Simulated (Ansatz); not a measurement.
The calculation's input:

```
crystal:
  lattice:
    - [-4.2235302601, 4.2235302601, 4.2235302601]
    - [4.2235302601, -4.2235302601, 4.2235302601]
    - [4.2235302601, 4.2235302601, -4.2235302601]
  atoms:
    - { symbol: Si, position: [0.5, 0.0, 0.78249537] }
    - { symbol: Si, position: [0.28249537, 0.28249537, 0.28249537] }
    - { symbol: Si, position: [0.5, 0.0, 0.21750463] }
    - { symbol: Si, position: [0.71750463, 0.71750463, 0.71750463] }
    - { symbol: Si, position: [0.78249537, 0.5, 0.0] }
    - { symbol: Si, position: [0.0, 0.21750463, 0.5] }
    - { symbol: Si, position: [0.21750463, 0.5, 0.0] }
    - { symbol: Si, position: [0.0, 0.78249537, 0.5] }
    - { symbol: O, position: [0.68022506, 0.93022506, 0.75] }
    - { symbol: O, position: [0.75, 0.68022506, 0.93022506] }
    - { symbol: O, position: [0.81977494, 0.56977494, 0.25] }
    - { symbol: O, position: [0.75, 0.18022506, 0.43022506] }
    - { symbol: O, position: [0.06977494, 0.25, 0.31977494] }
    - { symbol: O, position: [0.5, 0.0, 0.0] }
    - { symbol: O, position: [0.25, 0.81977494, 0.56977494] }
    - { symbol: O, position: [0.43022506, 0.75, 0.18022506] }
    - { symbol: O, position: [0.31977494, 0.06977494, 0.25] }
    - { symbol: O, position: [0.18022506, 0.43022506, 0.75] }
    - { symbol: O, position: [0.93022506, 0.75, 0.68022506] }
    - { symbol: O, position: [0.5, 0.5, 0.5] }
    - { symbol: O, position: [0.25, 0.31977494, 0.06977494] }
    - { symbol: O, position: [0.0, 0.5, 0.0] }
    - { symbol: O, position: [0.0, 0.0, 0.5] }
    - { symbol: O, position: [0.56977494, 0.25, 0.81977494] }
basis:
  ecutwfc: 500
kpoints:
  mp_grid: { grid: [4, 4, 4] }
  band_path:
    path:
      - [[0.0, 0.0, 0.0], [0.5, -0.5, 0.5], [0.0, 0.0, 0.5], [0.0, 0.0, 0.0], [0.25, 0.25, 0.25], [0.5, -0.5, 0.5]]
      - [[0.25, 0.25, 0.25], [0.0, 0.0, 0.5]]
    npoints: 10
hamiltonian:
  xc: r2scan
scf:
  occupations: { method: gaussian, width: 0.02 }
  n_extra_bands: 60
output:
  forces: true
  stress: true
  eigenvalues: true
  populations: true
  dos: { projected: true, de: 0.02, nscf_kmesh: { grid: [6, 6, 6] } }
  bader: false
  write_density: true
  write_potential: true
  elf: true
  volumetric_format: npy
```

Launched as:

```sh
ansatz run input.yaml --threads 4 --pin off --max-ram 10240MiB --backend cpu --events-out ev --progress --plain --runs-dir out
```

Below, planes, directions and counts refer to the conventional cell (a = 8.45 Å, b = 8.45 Å, c = 8.45 Å, α = 90.00°, β = 90.00°, γ = 90.00°).

Space group Ia-3; a structure from a database of computed crystals, not necessarily the ambient phase.

All numbers below come from DFT r2SCAN, scalar-relativistic, plane waves, PAW (Ansatz 0.2.0).

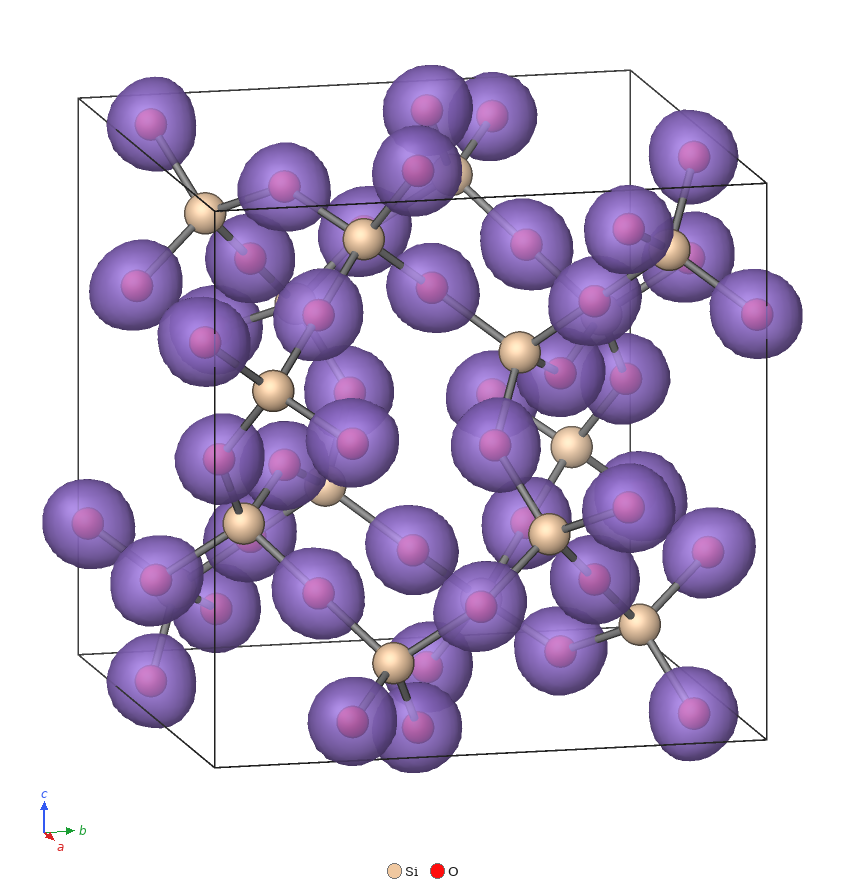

SiO2. Isosurface of the valence pseudo-density at 1.5 e/Å³ (purple), seen slightly off an axis. Sticks mark near contacts.

In a PAW calculation such maps are meaningful between the atoms, not at the nuclei.

Q: What does this surface tell about the bonding?

A: At this value the density breaks into separate islands; it holds about 50 % of the electrons treated as valence. It bridges none of the near contacts. It is pinched off along the sampled Si–O (1.59 Å) contacts. On the grid the lowest density along these lines, outside the cores, is 1.1 e/Å³ (Si–O, 1.59 Å).
